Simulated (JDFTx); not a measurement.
# Density-of-states run, with input and output: ZrC

The run: density-of-states run of ZrC (Fm-3m, 2 atoms in the cell). Method and program: Kohn-Sham DFT of a periodic cell, PBE, DFT+U, PseudoDojo-SR-PBE-0.5-standard, no spin polarisation (JDFTx 1.7.0 (patched build)).

The structure derives from an entry of the Crystallography Open Database.

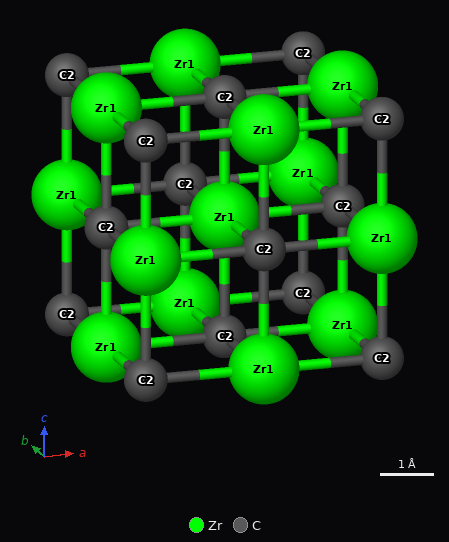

*The structure as given in the input (ball-and-stick view of the cell 4 times as large as that of the calculation, set on its symmetry axes, seen slightly off an axis; atoms are numbered from 1 in the order of the input). An atom can appear more than once, as a periodic image.*

## Results in brief

- outcome: converged
- space group (tolerance 0.01 Å): Fm-3m (225)
- electrons treated: 16
- free energy: −1441.7941 eV
- Fermi energy: 14.799 eV
- gap on the k-point mesh: none (metallic)
- pressure: −2.70 GPa
- largest force (length of the vector): under 0.001 eV/Å
- hardware: 1 thread of Intel Xeon (Granite Rapids), 32 GiB of memory available, shared host
- wall time: 41 s
- peak memory: 0.11 GiB

## Input file
```
lattice \
    0.0000000000     4.4692022847     4.4692022847 \
    4.4692022847     0.0000000000     4.4692022847 \
    4.4692022847     4.4692022847     0.0000000000
coords-type Cartesian
ion Zr     4.4692022847     4.4692022847     4.4692022847 1
ion C      0.0000000000     0.0000000000     0.0000000000 1

ion-species pseudo/Zr.upf
ion-species pseudo/C.upf
elec-cutoff 41 328
elec-ex-corr gga-PBE
kpoint-folding 10 10 10
elec-smearing Fermi 0.0018374661
elec-n-bands 14
add-U Zr d 0.146997
electronic-SCF nIterations 100 energyDiffThreshold 1e-08
electronic-minimize nIterations 30 energyDiffThreshold 1e-7
converge-empty-states yes
forces-output-coords Cartesian
density-of-states Esigma 0.004 \
  Total \
  OrthoOrbital Zr 1 1s \
  OrthoOrbital Zr 1 2s \
  OrthoOrbital Zr 1 p \
  OrthoOrbital Zr 1 d \
  OrthoOrbital C 1 s \
  OrthoOrbital C 1 p

dump-name run.$VAR
dump End Ecomponents EigStats BandEigs Kpoints Forces Stress DOS ElecDensity Dtot KEdensity
```

Run as:
```bash
jdftx -c 1 -i ZrC.in -o ZrC.out
```

## Output
```
*************** JDFTx 1.7.0 (patched build) ***************

Input parsed successfully to the following command list (including defaults):
[... the input with its defaults ...]

---------- Setting up symmetries ----------

Found 48 point-group symmetries of the bravais lattice
Found 48 space-group symmetries with basis
Applied RMS atom displacement 0 bohrs to make symmetries exact.

---------- Initializing the Grid ----------
R =
[            0       4.4692       4.4692  ]
[       4.4692            0       4.4692  ]
[       4.4692       4.4692            0  ]
unit cell volume = 178.534
G =
[  -0.702943   0.702943   0.702943  ]
[   0.702943  -0.702943   0.702943  ]
[   0.702943   0.702943  -0.702943  ]
Minimum fftbox size, Smin = [  52  52  52  ]
Chosen fftbox size, S = [  54  54  54  ]

---------- Initializing tighter grid for wavefunction operations ----------
R =
[            0       4.4692       4.4692  ]
[       4.4692            0       4.4692  ]
[       4.4692       4.4692            0  ]
unit cell volume = 178.534
G =
[  -0.702943   0.702943   0.702943  ]
[   0.702943  -0.702943   0.702943  ]
[   0.702943   0.702943  -0.702943  ]
Minimum fftbox size, Smin = [  40  40  40  ]
Chosen fftbox size, S = [  40  40  40  ]

---------- Exchange Correlation functional ----------
Initalized PBE GGA exchange.
Initalized PBE GGA correlation.

---------- Setting up pseudopotentials ----------
Width of ionic core gaussian charges (only for fluid interactions / plotting) set to 0

Reading pseudopotential file 'pseudo/Zr.upf':
  'Zr' pseudopotential, 'PBE' functional
  Generated using ONCVPSP code by D. R. Hamann
  12 valence electrons, 4 orbitals, 6 projectors, 1001 radial grid points, with lMax = 2
    4S    l: 0   occupation:  2.0   eigenvalue: -2.003021
    4P    l: 1   occupation:  6.0   eigenvalue: -1.192945
    4D    l: 2   occupation:  2.0   eigenvalue: -0.132262
    5S    l: 0   occupation:  2.0   eigenvalue: -0.163149
  Core radius for overlap checks: 1.48 bohrs.

Reading pseudopotential file 'pseudo/C.upf':
  'C' pseudopotential, 'PBE' functional
  Generated using ONCVPSP code by D. R. Hamann
  4 valence electrons, 2 orbitals, 4 projectors, 1001 radial grid points, with lMax = 1
    2S    l: 0   occupation:  2.0   eigenvalue: -0.505335
    2P    l: 1   occupation:  2.0   eigenvalue: -0.194238
  Core radius for overlap checks: 1.21 bohrs.

Initialized 2 species with 2 total atoms.

Folded 1 k-points by 10x10x10 to 1000 k-points.

---------- Setting up k-points, bands, fillings ----------
Reduced to 47 k-points under symmetry.
Computing the number of bands and number of electrons
Calculating initial fillings.
nElectrons:  16.000000   nBands: 14   nStates: 47

----- Setting up reduced wavefunction bases (one per k-point) -----
average nbasis = 2237.549 , ideal nbasis = 2238.669

----- Initializing Supercell corresponding to k-point mesh -----
Lattice vector linear combinations in supercell:
[  10   0   0  ]
[   0  10   0  ]
[   0   0  10  ]
Supercell lattice vectors:
[  0  44.692  44.692  ]
[  44.692  0  44.692  ]
[  44.692  44.692  0  ]

---------- Setting up ewald sum ----------
Optimum gaussian width for ewald sums = 2.029834 bohr.
Real space sum over 1331 unit cells with max indices [  5  5  5  ]
Reciprocal space sum over 2197 terms with max indices [  6  6  6  ]

---------- Allocating electronic variables ----------
Initializing wave functions:  linear combination of atomic orbitals
Zr pseudo-atom occupations:   s ( 2 2 )  p ( 6 )  d ( 2 )
C pseudo-atom occupations:   s ( 2 )  p ( 2 )
	FillingsUpdate:  mu: +0.568191962  nElectrons: 16.000000
LCAOMinimize: Iter:   0  F: -52.7477200224591911  |grad|_K:  1.100e-02  alpha:  1.000e+00
	FillingsUpdate:  mu: +0.551179745  nElectrons: 16.000000
LCAOMinimize: Iter:   1  F: -52.9444151637187872  |grad|_K:  1.172e-03  alpha:  3.127e-01  linmin:  3.566e-01  cgtest: -8.536e-01
	FillingsUpdate:  mu: +0.551108366  nElectrons: 16.000000
[... 13 lines of inner loops ...]
LCAOMinimize: Iter:   7  F: -52.9467622855121149  |grad|_K:  7.267e-07  alpha:  8.244e-01  linmin: -1.404e-05  cgtest:  2.973e-04
	FillingsUpdate:  mu: +0.562729472  nElectrons: 16.000000
LCAOMinimize: Iter:   8  F: -52.9467622864438709  |grad|_K:  1.210e-07  alpha:  3.338e-01  linmin:  6.280e-05  cgtest: -7.732e-04
LCAOMinimize: Converged (|Delta F|<1.000000e-06 for 2 iters).

-------- Electronic minimization -----------
Will mix electronic density at each iteration.
	FillingsUpdate:  mu: +0.562729472  nElectrons: 16.000000
	FillingsUpdate:  mu: +0.548753354  nElectrons: 16.000000
SCF: Cycle:  0   F: -52.983169315996840   dF: -3.641e-02   |Residual|: 5.256e-02   |deigs|: 2.823e-02
	FillingsUpdate:  mu: +0.543728469  nElectrons: 16.000000
SCF: Cycle:  1   F: -52.984694398915359   dF: -1.525e-03   |Residual|: 4.020e-02   |deigs|: 6.599e-03
	FillingsUpdate:  mu: +0.543840939  nElectrons: 16.000000
SCF: Cycle:  2   F: -52.984902517141705   dF: -2.081e-04   |Residual|: 2.124e-02   |deigs|: 3.041e-03
	FillingsUpdate:  mu: +0.543461716  nElectrons: 16.000000
SCF: Cycle:  3   F: -52.984954869330309   dF: -5.235e-05   |Residual|: 4.694e-03   |deigs|: 2.731e-03
	FillingsUpdate:  mu: +0.543916513  nElectrons: 16.000000
SCF: Cycle:  4   F: -52.984956681036145   dF: -1.812e-06   |Residual|: 1.033e-03   |deigs|: 5.194e-04
	FillingsUpdate:  mu: +0.543780353  nElectrons: 16.000000
SCF: Cycle:  5   F: -52.984957143871839   dF: -4.628e-07   |Residual|: 5.832e-04   |deigs|: 2.524e-04
	FillingsUpdate:  mu: +0.543829903  nElectrons: 16.000000
SCF: Cycle:  6   F: -52.984957310155522   dF: -1.663e-07   |Residual|: 8.442e-05   |deigs|: 7.457e-05
	FillingsUpdate:  mu: +0.543839314  nElectrons: 16.000000
SCF: Cycle:  7   F: -52.984957318623934   dF: -8.468e-09   |Residual|: 2.856e-05   |deigs|: 1.968e-05
	FillingsUpdate:  mu: +0.543839242  nElectrons: 16.000000
SCF: Cycle:  8   F: -52.984957319448398   dF: -8.245e-10   |Residual|: 8.682e-06   |deigs|: 5.460e-06
SCF: Converged (|Delta E|<1.000000e-08 for 2 iters).

Setting wave functions to eigenvectors of Hamiltonian
Converging empty states (this may take a while): |deigs|: 1.108e-04

# Stress tensor in Cartesian coordinates [Eh/a0^3]:
[  9.18571e-05            0            0  ]
[            0  9.18571e-05            0  ]
[            0            0  9.18571e-05  ]

# Ionic positions in cartesian coordinates:
ion Zr   4.469202284700000   4.469202284700000   4.469202284700000 1
ion C   0.000000000000000   0.000000000000000   0.000000000000000 1

# Forces in Cartesian coordinates:
force Zr  -0.000000000000000   0.000000000000000  -0.000000000000000 1
force C   0.000000000000000  -0.000000000000000   0.000000000000000 1

# Energy components:
   Eewald =      -46.8871308238308586
       EH =        6.3955089623687122
     Eloc =      -27.5676915570796552
      Enl =        5.1532124812243376
      Exc =      -12.1640476329932099
 Exc_core =        3.5461993551494628
       KE =       18.3642800656253868
        U =        0.1747630221755741
-------------------------------------
     Etot =      -52.9849061273602473
       TS =        0.0000511920881482
-------------------------------------
        F =      -52.9849573194483980

IonicMinimize: Iter:   0  F: -52.984957319448398  |grad|_K:       -nan
IonicMinimize: None of the convergence criteria satisfied after 0 iterations.

#--- Lowdin population analysis ---
# oxidation-state Zr +0.804
# oxidation-state C -0.763

Dumping 'run.eigStats' ...
	eMin: -1.230920 at state 0 ( [ +0.000000 +0.000000 +0.000000 ] spin 0 )
	HOMO: +0.541946 at state 30 ( [ +0.000000 +0.500000 +0.500000 ] spin 0 )
	mu  : +0.543841
	LUMO: +0.547177 at state 15 ( [ +0.000000 +0.200000 +0.200000 ] spin 0 )
	eMax: +1.005161 at state 46 ( [ +0.200000 +0.500000 -0.300000 ] spin 0 )
	HOMO-LUMO gap: +0.005231
	Optical gap  : +0.014749 at state 15 ( [ +0.000000 +0.200000 +0.200000 ] spin 0 )

WARNING: weighted densities of states are not symmetrized: those that the symmetries change (such as of
a px orbital, of one of several like atoms, of a slice or a sphere) need 'symmetries none'.
Done!
```

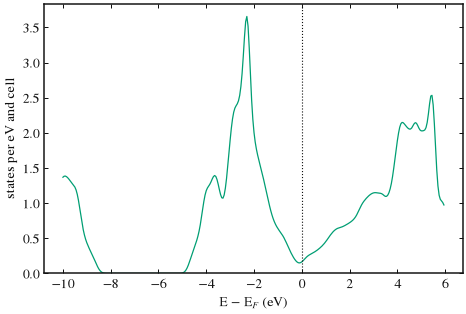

*Density of states from the levels on the mesh of the run, whose fine structure reflects that mesh, with energies from the Fermi level of the run.*

At the top of the window the curve may fall because the computed bands end.

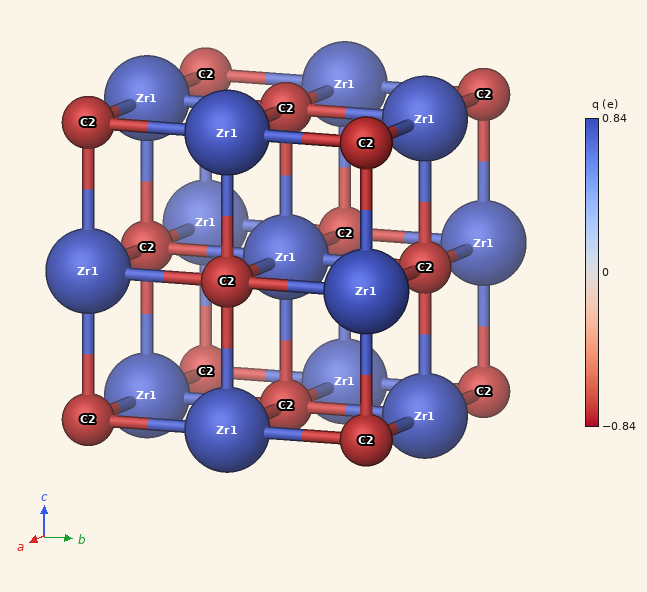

*Löwdin charges, as the colour of each atom (ball-and-stick view of the cell 4 times as large as that of the calculation, set on its symmetry axes, seen slightly off an axis; atoms are numbered from 1 in the order of the input).*

By element: Zr +0.80 and C −0.76 e.
